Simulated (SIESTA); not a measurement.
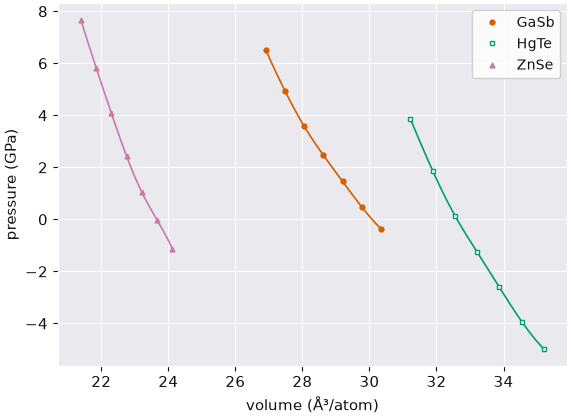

The plot gives the computed pressure against volume, with one curve for each compound, for GaSb, HgTe and ZnSe (all in space group F-43m (No. 216)).

Computed with SIESTA 5.4.2: DFT in numerical atomic orbitals with pseudopotentials, no spin polarisation; energies at scaled volumes of the given cell, shape and fractions fixed, counted from the fit's minimum, third-order Birch-Murnaghan fit. Level: PBE.

```
       setting        value
   occupations  Fermi–Dirac
smearing width      0.05 eV
```

Settings that differ: GaSb: k mesh 8×8×8, potentials PseudoDojo-0.4-standard,-converted-to PSML,-two-zetas-on-semicore-shells; HgTe: k mesh 7×7×7, potentials PseudoDojo-0.4-standard, converted-to-PSML; ZnSe: k mesh 8×8×8, potentials PseudoDojo-0.4-standard,-converted-to PSML,-two-zetas-on-semicore-shells.

Order the curves by fitted equilibrium volume, smallest first.

ZnSe 23.634, GaSb 30.139, HgTe 32.645 Å³/atom.

Order the curves by fitted bulk modulus, smallest first.

GaSb 39.6, ZnSe 57.6, HgTe 77.0 GPa.

For GaSb: read off the course of the pressure.

It falls from 6.51 GPa at volume 26.91 Å³/atom to −0.36 GPa at 30.34 Å³/atom, and changes sign near 30.10 Å³/atom.

Limits of the calculation: basis lacks empty p and d shells (HgTe); basis without polarisation orbitals (HgTe); mulliken charges of long orbitals; short basis over semicore shells (HgTe, ZnSe); spin-orbit coupling left out, heavy elements (HgTe); valence orbitals made in semicore potential (HgTe, ZnSe).
